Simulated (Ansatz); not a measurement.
```
Zn Au
1.0
     3.18670    0.00000    0.00000
     0.00000    3.18670    0.00000
     0.00000    0.00000    3.18670
Zn Au
1 1
Direct
  0.50000 0.50000 0.50000
  0.00000 0.00000 0.00000
```

Space group Pm-3m; computed without spin polarisation.

Computed with DFT PBE, scalar-relativistic, plane waves, PAW (Ansatz 0.2.0).

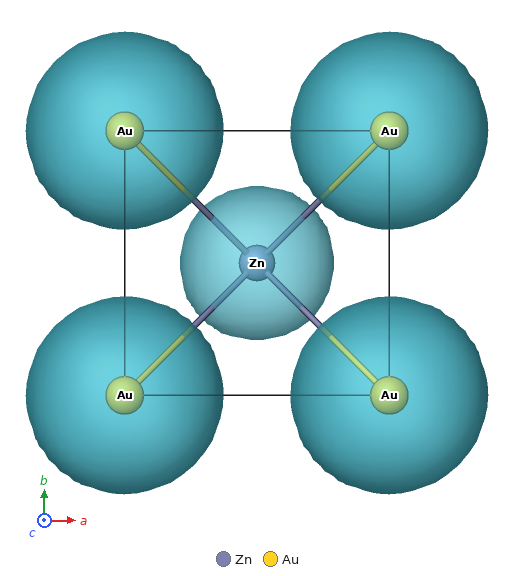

ZnAu. Isosurface of the valence charge density (pseudo) at 0.4 e/Å³ (cyan), seen along the c axis. Sticks mark near contacts.

The density is the valence pseudo-density of a PAW calculation; it isn't the true density close to the nuclei.

> What does this surface tell about the bonding?

At this value the density breaks into separate islands; it holds about 85 % of the electrons treated as valence (semicore included). It bridges none of the near contacts. It is pinched off along the sampled Zn–Au (2.76 Å) contacts. On the grid the lowest density along these lines, outside the cores, is 0.25 e/Å³ (Zn–Au, 2.76 Å).
